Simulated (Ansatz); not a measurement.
## Au: single-point calculation (part 2 of 2)

Au (slab, 15 atoms in the cell); DFT PBE, scalar-relativistic, plane waves, PAW, no spin polarisation (Ansatz 0.2.0); cutoff 420 eV, 8×4×1 k-mesh, Gaussian smearing of 0.1 eV. The structure derives from an entry of the Crystallography Open Database. It belongs to a series of runs on one base structure; here: the film alone at its places in the stack.

**Output, continued**
```
  k-point 2: bands = ["-104.3641", "-104.3521", "-104.3495", "-104.3455", "-104.3439", "-104.3418", "-104.3171", "-104.3082", "-104.3053", "-103.8959", "-103.8747", "-103.8714", "-103.8362", "-103.8317", "-103.6177", "-55.9122", "-55.9074", "-55.8939", "-55.8565", "-55.8399", "-55.8186", "-55.8099", "-55.8066", "-55.8001", "-55.7978", "-55.7975", "-55.7960", "-55.7865", "-55.7843", "-55.7805", "-55.7732", "-55.7718", "-55.7694", "-55.7594", "-55.7585", "-55.7556", "-55.7443", "-55.7386", "-55.7359", "-55.7280",
      "-55.7150", "-55.7144", "-55.4923", "-55.4275", "-55.3804", "-55.3686", "-55.3550", "-55.3259", "-55.3237", "-55.3201", "-55.2767", "-55.2754", "-55.2700", "-55.2693", "-55.2601", "-55.2347", "-55.2254", "-55.1485", "-55.0540", "-55.0270", "-7.1624", "-7.0857", "-5.7663", "-5.6990", "-5.4182", "-5.2116", "-5.1882", "-5.0136", "-5.0005", "-4.9633", "-4.7302", "-4.6725", "-4.6061", "-4.5946", "-4.5135", "-4.4859", "-4.2577", "-4.2243", "-4.2068", "-4.1904",
      "-4.1074", "-4.0732", "-4.0128", "-3.9391", "-3.8517", "-3.7722", "-3.6997", "-3.6848", "-3.6825", "-3.6030", "-3.5421", "-3.5198", "-3.4217", "-3.3899", "-3.3119", "-3.1024", "-3.0718", "-3.0274", "-2.9905", "-2.9792", "-2.7836", "-2.6860", "-2.6806", "-2.4347", "-2.3874", "-2.3657", "-2.3456", "-2.2493", "-2.2347", "-2.1092", "-2.0692", "-2.0516", "-1.9368", "-1.8988", "-1.7640", "-1.7258", "-1.6888", "-1.6677", "-1.6575", "-1.5693",
      "-1.5380", "-1.5247", "-1.5082", "-1.4980", "-1.4459", "-1.4020", "-1.3990", "-1.3039", "-1.2928", "-1.2783", "-1.2222", "-1.1098", "-1.0955", "-1.0945", "-0.9849", "-0.8757", "-0.7206", "-0.7158", "-0.5871", "-0.2740", "-0.2176", "1.4401", "1.5553", "1.8829", "1.9618", "1.9807", "2.1921", "2.8990", "4.4244", "4.5889", "4.6493", "4.7066", "4.9162", "5.6850", "5.9827", "6.0111", "6.0403", "6.0422", "6.4510", "6.4512",
      "6.6682", "6.6998", "6.8272", "6.8390", "7.0658", "7.0710", "7.7151", "7.7218", "7.9667", "8.0706", "8.0783"]
  k-point 17: bands = ["-104.3638", "-104.3516", "-104.3492", "-104.3453", "-104.3448", "-104.3420", "-104.3165", "-104.3089", "-104.3054", "-103.8960", "-103.8747", "-103.8714", "-103.8362", "-103.8317", "-103.6177", "-55.9196", "-55.9157", "-55.8975", "-55.8445", "-55.8386", "-55.8309", "-55.8273", "-55.8248", "-55.8044", "-55.8022", "-55.7936", "-55.7911", "-55.7827", "-55.7754", "-55.7738", "-55.7728", "-55.7672", "-55.7607", "-55.7598", "-55.7584", "-55.7582", "-55.7495", "-55.7427", "-55.7355", "-55.7162",
      "-55.7144", "-55.7121", "-55.4871", "-55.4258", "-55.3803", "-55.3688", "-55.3556", "-55.3279", "-55.3209", "-55.3201", "-55.2776", "-55.2732", "-55.2692", "-55.2671", "-55.2616", "-55.2335", "-55.2255", "-55.1484", "-55.0542", "-55.0269", "-5.5178", "-5.4536", "-5.3754", "-5.3751", "-5.3258", "-5.2914", "-5.2090", "-5.1619", "-4.8515", "-4.7717", "-4.6884", "-4.4951", "-4.4739", "-4.3762", "-4.3126", "-4.2215", "-4.1362", "-4.1249", "-4.1232", "-3.9946",
      "-3.9637", "-3.7068", "-3.6875", "-3.6148", "-3.6065", "-3.5873", "-3.5724", "-3.5334", "-3.5275", "-3.4973", "-3.3418", "-3.3310", "-3.2902", "-3.2746", "-3.2309", "-3.1352", "-3.0945", "-3.0832", "-3.0488", "-3.0289", "-2.9584", "-2.8749", "-2.7827", "-2.7698", "-2.7494", "-2.7143", "-2.5374", "-2.4846", "-2.3980", "-2.2534", "-2.2284", "-2.2136", "-2.1286", "-2.1121", "-2.1069", "-2.0541", "-1.9941", "-1.9924", "-1.9733", "-1.9444",
      "-1.9179", "-1.8720", "-1.7830", "-1.5111", "-1.4640", "-1.4526", "-1.4454", "-1.4393", "-1.2283", "-1.1899", "-0.9466", "-0.9336", "-0.8332", "-0.7787", "-0.7786", "-0.7516", "-0.6444", "-0.6429", "-0.6403", "-0.0796", "-0.0698", "0.5852", "0.6237", "1.5585", "1.6984", "1.7170", "1.7841", "2.6667", "2.6724", "3.6546", "3.6884", "3.8709", "4.2141", "4.3594", "4.4703", "4.6797", "5.1049", "5.1360", "6.2056", "6.2118",
      "6.3468", "6.9057", "7.0452", "7.6614", "7.6791", "8.0676", "8.2515", "8.2625", "8.3509", "8.3783", "8.4402"]
```

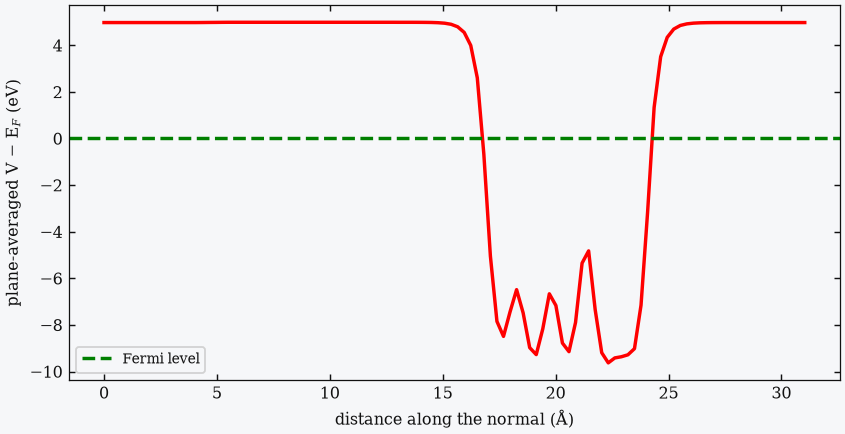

*Plane average of the electrostatic potential energy of an electron across the cell, from the Fermi level.*

The vacuum level lies 4.98 eV above the Fermi level.

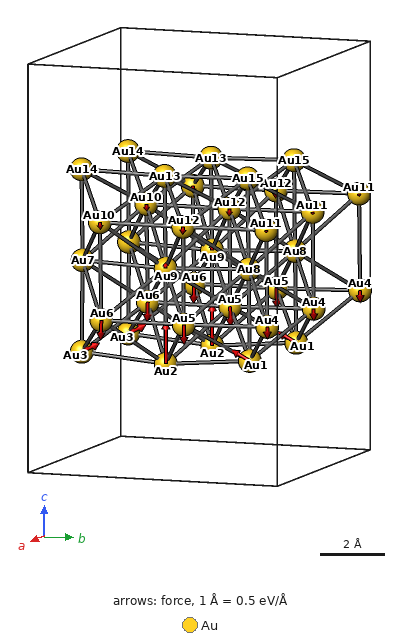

*Forces on the atoms as red arrows (ball-and-stick view of the 2 × 1 repeat of the cell, with the vacuum cut short, seen slightly off an axis; atoms are numbered from 1 in the order of the input); the smallest are left out.*

The largest act on Au2 (0.69 eV/Å); Au1, Au3 (0.35 eV/Å); Au5, Au6 (0.33 eV/Å); Au4 (0.21 eV/Å). The geometry is not a stationary point of this energy.

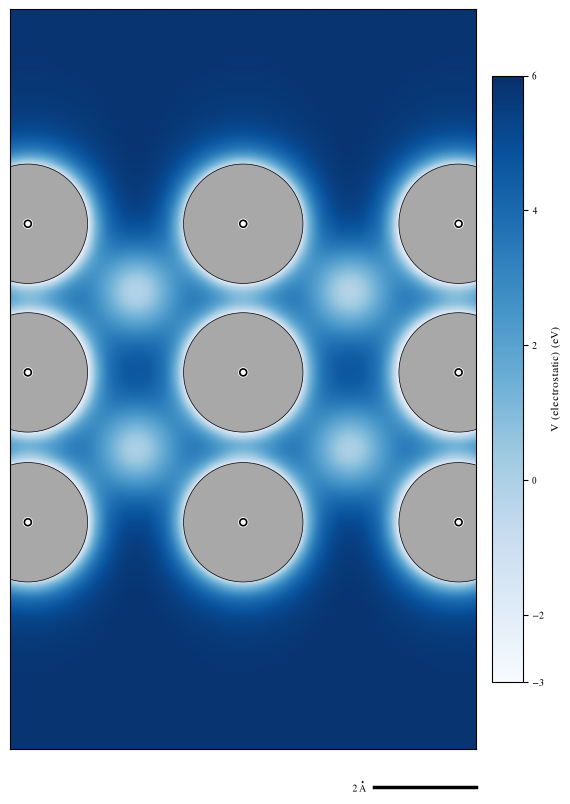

*Electrostatic potential energy of an electron on the (010) plane of the calculation cell, a cut from vacuum to vacuum. Circles mark the nuclei in the plane (Au). Grey discs, where drawn, cover atomic cores.*

Atoms in the plane: Au. Core electrons are frozen (PAW), so the fields are smoothed inside the atomic spheres.

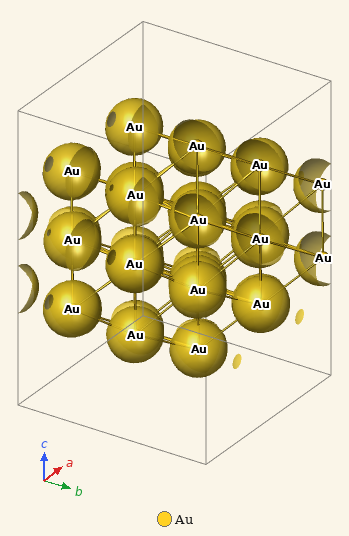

*Isosurface of the valence charge density (pseudo) at 0.6 e/Å³ (yellow), seen at an oblique angle. Sticks mark near contacts.*

At this value the density breaks into separate islands; it holds about 80 % of the electrons treated as valence (semicore included). It is pinched off along the Au–Au (2.75 Å), Au–Au (2.81 Å), Au–Au (2.85 Å) and Au–Au (2.90 Å) contacts. On the grid the lowest density along these lines, outside the cores, is 0.36 e/Å³ (Au–Au, 2.75 Å), 0.32 e/Å³ (Au–Au, 2.81 Å), 0.3 e/Å³ (Au–Au, 2.85 Å) and 0.28 e/Å³ (Au–Au, 2.90 Å).

This output came from the following input.

**Input file**
```yaml
crystal:
  lattice:
    - [4.2144047902, 0.0, 0.0]
    - [0.0, 8.4288095804, 0.0]
    - [0.0, 0.0, 31.3236793731]
  atoms:
    - { symbol: Au, position: [0.4963041915, 0.7955214043, 0.5635293199] }
    - { symbol: Au, position: [0.4962934879, 0.4586569907, 0.5559339398] }
    - { symbol: Au, position: [0.4962768566, 0.1218542619, 0.5636005248] }
    - { symbol: Au, position: [0.9962916393, 0.9585383201, 0.6098971856] }
    - { symbol: Au, position: [0.9963052976, 0.6238305267, 0.6074978083] }
    - { symbol: Au, position: [0.9962831758, 0.2934512996, 0.6075052066] }
    - { symbol: Au, position: [0.4962500485, 0.125052345, 0.6571828829] }
    - { symbol: Au, position: [0.4962809199, 0.7907611225, 0.6571430746] }
    - { symbol: Au, position: [0.496274741, 0.4580073815, 0.6534179492] }
    - { symbol: Au, position: [0.9962014327, 0.2875596015, 0.7075117927] }
    - { symbol: Au, position: [0.996226959, 0.9544417603, 0.7087069347] }
    - { symbol: Au, position: [0.9962214305, 0.6212759191, 0.7074310015] }
    - { symbol: Au, position: [0.4961989288, 0.4538824725, 0.7479279928] }
    - { symbol: Au, position: [0.4962089573, 0.1211084116, 0.7500809973] }
    - { symbol: Au, position: [0.4962240555, 0.7865973548, 0.7499987692] }
basis:
  ecutwfc: 420
kpoints:
  mp_grid: { grid: [8, 4, 1] }
hamiltonian:
  xc: pbe
scf:
  occupations: { method: gaussian, width: 0.1 }
output:
  forces: true
  stress: true
  eigenvalues: true
  write_density: true
  write_potential: true
  elf: true
  volumetric_format: npy
efield:
  axis: 3
  dipole_correction: true
  ramp_width: 0.04
```

Run as:
```bash
ansatz run input.yaml --threads 8 --pin off --max-ram 20480MiB --backend cpu --events-out ev --progress --plain --runs-dir out
```

**Key numbers**

- outcome: converged
- electrons treated: 285
- free energy: −197235.8584 eV
- work function, top face: 4.98 eV
- work function, bottom face: 4.99 eV
- Fermi energy: 0.847 eV
- gap on the k-point mesh: none (metallic)
- work function (upper face): 4.98 eV
- largest force (length of the vector): 0.685 eV/Å
- hardware: 8 threads of Arm Neoverse V1, 24 GiB of memory available, shared host
- wall time: 91 s (CPU time 12 min)
- peak memory: 7 GiB

Spin–orbit coupling is left out, which matters for Au.
